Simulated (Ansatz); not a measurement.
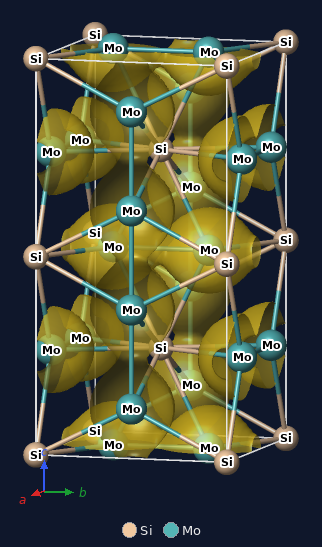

Figure 1: SiMo₃. Isosurface of the valence pseudo-density at 0.5 e/Å³ (yellow), seen slightly off an axis. Sticks mark near contacts.

Space group Pm-3n; computed without spin polarisation.

Computed with DFT PBE, scalar-relativistic, plane waves, PAW (Ansatz 0.2.0).

Core electrons are frozen (PAW), and the valence fields are smoothed inside the atomic spheres.

**Which contacts does the surface bridge?**

At this value the density is joined into chains; it holds about 70 % of the electrons treated as valence (semicore included). It bridges the sampled Mo–Mo (2.45 Å) contacts, where the density stays above the isovalue. It is pinched off along the sampled Si–Mo (2.74 Å) contacts. On the grid the lowest density along these lines, outside the cores, is 0.62 e/Å³ (Mo–Mo, 2.45 Å) and 0.31 e/Å³ (Si–Mo, 2.74 Å).
